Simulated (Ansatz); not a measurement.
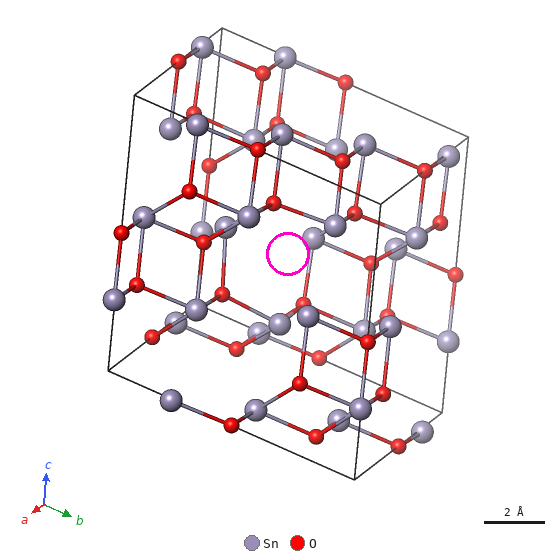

Drawn in the ball-and-stick manner and seen slightly off an axis. The supercell is outlined; an atom on or near a face, edge or corner is repeated at each equivalent position. The host is SnO, in a cell of 32 sites, and the cell carries a charge of +1. A ring marks the defect's site.

Spot the defect.

An oxygen vacancy. Around the empty site lie four Sn and four O at about 2.4 to 2.7 Å.

The calculation used DFT PBE, scalar-relativistic, plane waves, PAW (Ansatz 0.2.0), with E_cut = 420 eV, a 3×3×3 sampling of the Brillouin zone, Gaussian smearing of 0.02 eV, collinear spins.

Is there a net spin in the supercell?

No net moment.

The atoms were relaxed in the host's cell with DFT PBE, scalar-relativistic, plane waves, PAW in Ansatz.
